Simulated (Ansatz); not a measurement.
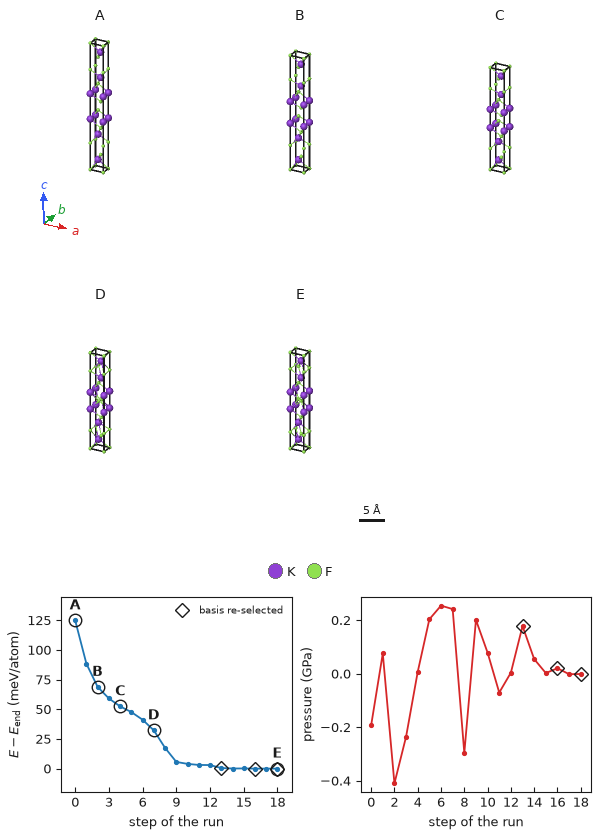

Frames of a relaxation of crystalline K2F3 (built on the tetradymite_166 type), marked on the history of the run. The picture is a ball-and-stick view of the conventional cell (3 times the calculation's cell), seen slightly off an axis. Lengths and directions refer to the drawn axes.

Case: tetradymite type (R-3m, No. 166).

These are results of Ansatz, DFT PBE, scalar-relativistic, plane waves, PAW, not measurements.

Input file:
```yaml
crystal:
  lattice:
    - [1.8795062345, 1.0851334304, 8.7124647868]
    - [-1.8795062345, 1.0851334304, 8.7124647868]
    - [0.0, -2.1702668608, 8.7124647868]
  atoms:
    - { symbol: K, position: [0.4, 0.4, 0.4] }
    - { symbol: K, position: [0.6, 0.6, 0.6] }
    - { symbol: F, position: [0.0, 0.0, 0.0] }
    - { symbol: F, position: [0.2095, 0.2095, 0.2095], spin: 0.5 }
    - { symbol: F, position: [0.7905, 0.7905, 0.7905], spin: 0.5 }
basis:
  ecutwfc: 420
kpoints:
  mp_grid: { grid: [12, 12, 12] }
hamiltonian:
  xc: pbe
scf:
  occupations: { method: gaussian, width: 0.1 }
output:
  forces: true
  stress: true
  eigenvalues: true
  populations: true
magnetization:
  spin_polarized: true
relax:
  adjacent_minimum: "off"
  f_tol: 0.01
  max_steps: 80
  cell: { stress_tol: 0.05 }
```

Command:
```bash
ansatz run input.yaml --threads 1 --pin off --max-ram 2560MiB --backend cpu --events-out ev --progress --plain --runs-dir out
```

What happens along the run?

Answer. Over 15 accepted moves (18 points after the start) the energy falls by 125 meV per atom. Largest force component: 0.25 eV/Å at the start, 0.00071 eV/Å at the end. Pressure: −0.19 GPa at the start and 0.00 GPa at the end. The SCF was repeated 3 times at an unchanged geometry on a basis and grid sized afresh for the cell, which shifted the energy by 2.5 meV per atom at most. The largest moves relative to the cell, 0.78 Å, are those of F4 and F5. F5 goes along +c. By element the largest moves are F 0.78 Å, K 0.24 Å. Cell: a = b 3.759 → 3.978 Å (+5.8 %), c 26.137 → 19.860 Å (−24.0 %). Volume −14.9 %. Among the contacts that change: K1–K2 5.227 → 3.499 Å, K1–F4 4.318 → 2.933 Å, K1–F5 2.635 → 2.842 Å, K1–F3 2.783 → 2.776 Å. New bonds form: K1–F4 (4.32 → 2.93 Å), K2–F5 (4.32 → 2.93 Å). Among the angles between lasting bonds that change: K1–F3–K2 95.0° → 88.5°, K1–F3–K1 85.0° → 91.5°, F3–K2–F3 85.0° → 91.5°. The space group stays R-3m (No. 166). Cost: 10 min on 1 thread of Intel(R) Xeon(R) 6975P-C (Granite Rapids), on a shared host, peak memory 0.95 GiB. From step 0 to 2: K atoms move most (0.12 Å), volume +1.0 %, energy −56.0 meV per atom. From step 2 to 4: F atoms move most (0.13 Å), volume −8.4 %, energy −16.4 meV per atom. From step 4 to 7: F atoms move most (0.32 Å), volume −7.3 %, energy −20.2 meV per atom. From step 7 to 18: F atoms move most (0.39 Å), volume −0.9 %, energy −32.2 meV per atom.

| step | E − E(0), meV/atom | largest force component, eV/Å | pressure, GPa | volume, Å³/atom | note |
| --- | --- | --- | --- | --- | --- |
| 0 | 0.00 | 0.2474 | -0.19 | 21.323 |  |
| 1 | -36.51 | 0.1313 | 0.08 | 21.489 |  |
| 2 | -56.04 | 0.0232 | -0.41 | 21.537 |  |
| 3 | -65.76 | 0.0410 | -0.24 | 20.755 |  |
| 4 | -72.45 | 0.0915 | 0.01 | 19.735 |  |
| 5 | -77.26 | 0.1566 | 0.20 | 19.036 |  |
| 6 | -83.69 | 0.1942 | 0.25 | 18.649 |  |
| 7 | -92.68 | 0.2292 | 0.24 | 18.300 |  |
| 8 | -107.44 | 0.2061 | -0.30 | 18.349 |  |
| 9 | -119.26 | 0.1228 | 0.20 | 17.919 |  |
| 10 | -120.91 | 0.0579 | 0.08 | 18.111 |  |
| 11 | -121.80 | 0.0100 | -0.07 | 18.108 |  |
| 12 | -121.90 | 0.0011 | 0.00 | 18.077 |  |
| 13 | -124.40 | 0.0012 | 0.18 | 18.077 | same geometry, new basis |
| 14 | -124.80 | 0.0012 | 0.05 | 18.108 |  |
| 15 | -124.75 | 0.0014 | 0.00 | 18.132 |  |
| 16 | -124.89 | 0.0014 | 0.02 | 18.132 | same geometry, new basis |
| 17 | -124.89 | 0.0007 | 0.00 | 18.140 |  |
| 18 | -124.90 | 0.0007 | 0.00 | 18.140 | same geometry, new basis |
